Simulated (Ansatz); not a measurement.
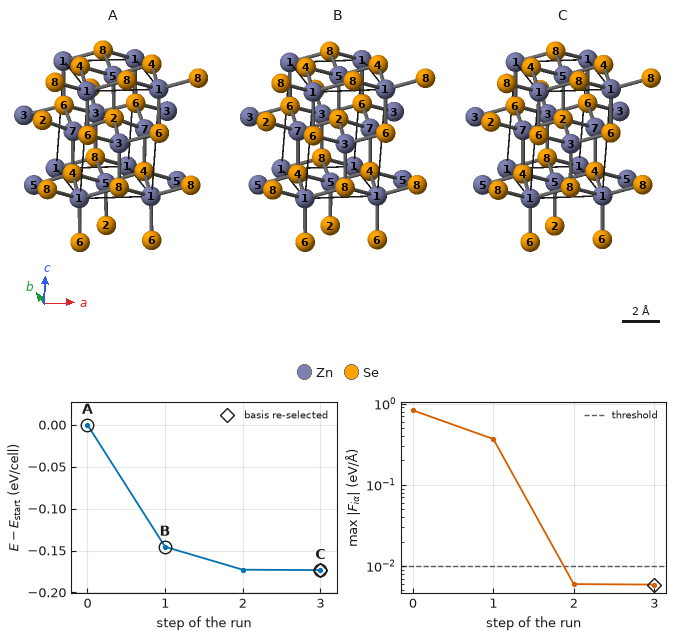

Frames of a relaxation of a crystal of ZnSe (built on the database structure type), marked on the history of the run. A ball-and-stick model of the cell of the calculation, reduced to other axes, seen slightly off an axis. Lengths and directions refer to the drawn axes.

Case: shaken.

The calculation used Ansatz, DFT, PBEsol, plane waves, PAW.

Input
```yaml
crystal:
  lattice:
    - [-0.0308251043, 5.6595204925, 5.586270723]
    - [5.5907813572, -0.0563046029, 5.6117502216]
    - [2.7701088937, 2.8172182107, -0.0028705166]
  atoms:
    - { symbol: Zn, position: [0.0141106572, 0.0019587045, -0.0092656993] }
    - { symbol: Se, position: [0.3802010098, 0.3675644479, 0.7188639887] }
    - { symbol: Zn, position: [0.0056501692, 0.4959586303, 0.0031947139] }
    - { symbol: Se, position: [0.3729851471, 0.8707235621, 0.7520945729] }
    - { symbol: Zn, position: [0.4944006409, 0.0025374381, -0.0159193766] }
    - { symbol: Se, position: [0.8706056555, 0.3734965551, 0.758691759] }
    - { symbol: Zn, position: [0.4820281064, 0.5078272297, -0.0016383412] }
    - { symbol: Se, position: [0.875294454, 0.8711028364, 0.7640754633] }
kpoints:
  mp_grid: { grid: [6, 6, 6] }
hamiltonian:
  xc: pbesol
scf:
  occupations: { method: fermi_dirac, width: 0.05 }
relax:
  f_tol: 0.01
  cell: {}
  max_steps: 120
```

Command:
```bash
ansatz run input.yaml --threads 2 --pin off --max-ram 2211MiB --backend cpu --events-out ev --progress --plain --runs-dir out
```

### What happens along the run?

Se2 moves most relative to the cell: 0.12 Å roughly along [−3 −1 −1]. By element the largest moves are Se 0.12 Å, Zn 0.12 Å. The drawn cell changes as follows: a 3.951 → 3.985 Å (+0.9 %), b 6.867 → 6.897 Å (+0.4 %), c 6.909 → 6.899 Å (−0.2 %), α 108.8° → 109.4°, β 90.6° → 90.0°, γ 90.5° → 90.0°; the volume changes by +0.8 %. Near-neighbour distances that change, for instance: Se2–Zn7 2.336 → 2.438 Å, Se6–Zn7 2.528 → 2.440 Å, Se4–Zn7 2.374 → 2.440 Å, Zn1–Se8 2.500 → 2.439 Å. Bond angles that change, for instance: Zn3–Se2–Zn7 102.5° → 109.4°, Zn5–Se2–Zn7 115.4° → 109.4°, Se4–Zn1–Se6 115.2° → 109.6°. Within 0.06 Å the space group is P1 at the start and F-43m at the end; at a tighter tolerance small leftover displacements or strains of the cell lower it. After 2 accepted moves (3 points after the start) the energy has fallen by 0.173 eV per cell of the calculation. Largest force component: 0.83 eV/Å at the start, 0.0059 eV/Å at the end. Pressure: 0.74 GPa at the start and 0.00 GPa at the end. At 1 point the geometry stayed and the basis and grid were re-selected for the new cell (energy shift of 0.5 meV per cell of the calculation at most each time). From step 0 to 1: Se2 moves most (0.08 Å), volume +0.5 %, energy −0.145 eV per cell of the calculation. From step 1 to 3: Zn7 moves most (0.06 Å), volume +0.3 %, energy −27.8 meV per cell of the calculation.

| step | E − E(0), meV/atom | largest force component, eV/Å | pressure, GPa | volume, Å³/atom | note |
| --- | --- | --- | --- | --- | --- |
| 0 | 0.00 | 0.8291 | 0.74 | 22.177 |  |
| 1 | -18.18 | 0.3674 | 0.24 | 22.284 |  |
| 2 | -21.60 | 0.0060 | 0.00 | 22.349 |  |
| 3 | -21.66 | 0.0059 | 0.00 | 22.349 | same geometry, new basis |
